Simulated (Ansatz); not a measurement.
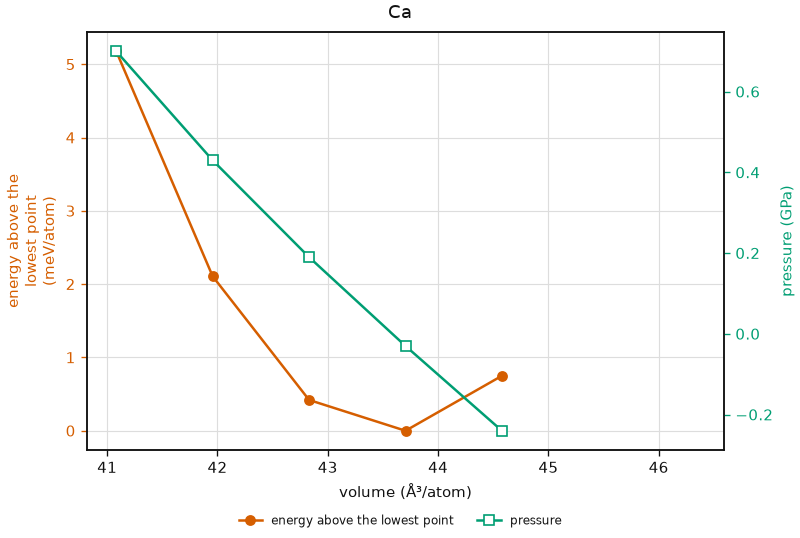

The figure shows the energy above the lowest point and pressure against volume for Ca, space group Pm-3m (No. 221) (one of a set of cubic test structures, which need not be the stable phase).

Method: equation of state of a cubic crystal from periodic Kohn-Sham density functional theory without spin, third-order Birch-Murnaghan fit to the free energies; pressure corrected for the finite basis (Ansatz 0.2.0 development build). Level: PBE.

structure type simple cubic; atoms in cell 1; space group number 221; lattice centring simple cubic; k mesh 31×31×31; occupation method Fermi–Dirac; occupation width 0.06123 eV; wave cutoff 420 eV; datasets soft-1 PAW; density tolerance 1e−07 eV; bands 9; density cutoff ratio 4; search for lower states default.

The points at volume 45.45 Å³/atom and 46.33 Å³/atom are left out of the plot. What values does the calculation give there?

| volume (Å³/atom) | energy above the lowest point (meV/atom) | pressure (GPa) |
| --- | --- | --- |
| 45.45 | 2.560 | −0.42 |
| 46.33 | 5.357 | −0.60 |

Note: cubic model structure, not the ambient form.
